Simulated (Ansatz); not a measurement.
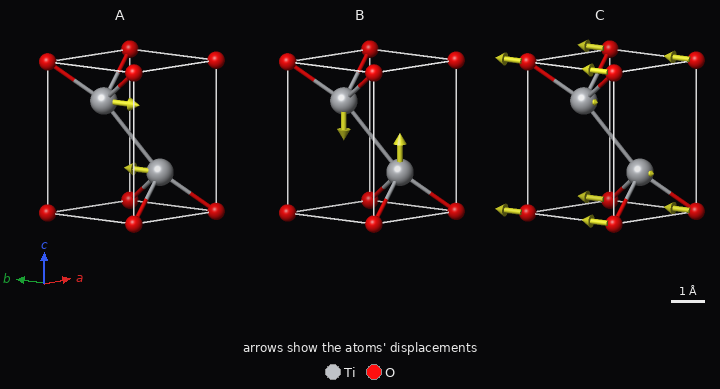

Three optical modes of crystalline Ti₂O at the zone centre, in no order (one member of each degenerate set). The yellow arrows are the displacements of the atoms (eigenvector over the root of the mass), of arbitrary overall length and sign. Style: ball-and-stick. Shown: the cell of the calculation, from a free direction.

Level of theory: DFT PBEsol, scalar-relativistic, plane waves, PAW (Ansatz). Set-up: plane-wave cutoff 420 eV; k-point mesh 18 × 18 × 10; occupations fermi dirac; smearing width 0.15 eV; no spin polarisation.

The frequencies depend somewhat on the k-mesh and the smearing.

> Order them from the lowest to the highest frequency (imaginary ones first).

A (159 cm⁻¹), B (298 cm⁻¹), C (444 cm⁻¹). A, E_g: The O atoms stay at rest; all motion is along b; atoms of one kind move against one another, with no net shift of their sublattice. B, A₁g: The O atoms stay at rest; all motion is along c; atoms of one kind move against one another, with no net shift of their sublattice. C, E_u: The O sublattice moves against the Ti sublattice, along b; the kinetic energy is shared as O 86 %, Ti 14 %. The crystal is metallic in this run.
